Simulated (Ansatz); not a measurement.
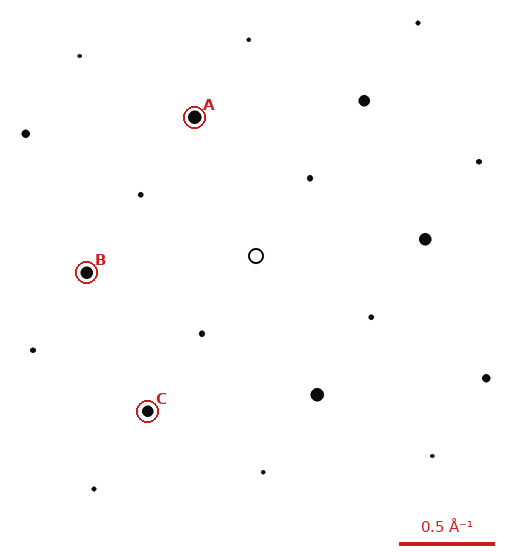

Simulated selected-area electron diffraction pattern (200 kV, kinematic approximation, thin crystal, B = 0.8 Å² for all atoms). The zone axis points towards the electron source and the pattern is seen from the source side.

Crystal: W, space group Fmmm (No. 69), a = 3.045 Å, b = 4.386 Å, c = 9.875 Å. Structure: coordinates from a relaxation with DFT PBEsol, scalar-relativistic, plane waves, PAW (Ansatz); the starting structure was generated, so it need not be a known form of this composition.

| atom | site | symmetry | x | y | z |
| --- | --- | --- | --- | --- | --- |
| W | 8i | mm2 | 0.5000 | 0.0000 | 0.3667 |

Spot A is indexed -2 2 0 and spot B -2 -2 4.

Question: What are the indices of the remaining marked spot?

Answer: C = −A + B = 0 -4 4 (d = 1.002 Å).

Question: Give [uvw].

Answer: The cross product of A and B is parallel to [111]; every spot obeys hu + kv + lw = 0.

Question: What are the spacings of A and B and the angle between them?

Answer: d(A) = 1.251 Å, d(B) = 1.116 Å, and the angle is 71.8°.
